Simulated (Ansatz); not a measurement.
Read the following structure.

```
Fe Ge
1.0
     5.80705    0.00000    0.00000
     0.00000    5.80705    0.00000
     0.00000    0.00000    4.87982
Fe Ge
4 8
Cartesian
  0.0000 0.0000 3.6599
  0.0000 0.0000 1.2200
  2.9035 2.9035 1.2200
  2.9035 2.9035 3.6599
  3.8135 0.9099 0.0000
  0.9099 1.9936 0.0000
  1.9936 0.9099 2.4399
  4.8971 1.9936 2.4399
  0.9099 3.8135 2.4399
  3.8135 4.8971 2.4399
  4.8971 3.8135 0.0000
  1.9936 4.8971 0.0000
```

**What would you see if this were drawn?**

The solid is FeGe2. Space group: I4/mcm (No. 140). Lattice: body-centred tetragonal. It has 12 atoms to the cell (4 Fe, 8 Ge). Each Fe atom is coordinated by eight Ge and two Fe (2.51 Å to Ge, 2.44 Å to Fe). The Ge atoms are each bonded to four Fe and one Ge (2.51 Å to Fe, 2.57 Å to Ge). The bonds build a three-dimensional framework.

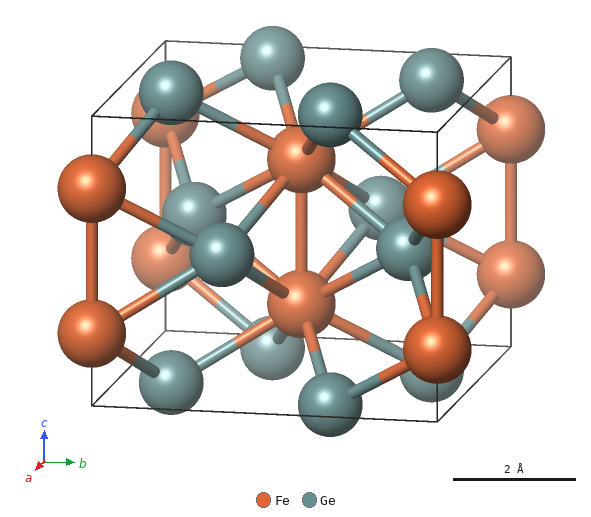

This ball-and-stick model is shown slightly off an axis. The frame is the conventional unit cell; atoms at its boundary are shown with their periodic copies. Colours: iron orange, germanium teal.

The structure comes from a structure listed in the Materials Project. It was relaxed with DFT PBEsol, scalar-relativistic, plane waves, PAW in Ansatz 0.2.0.
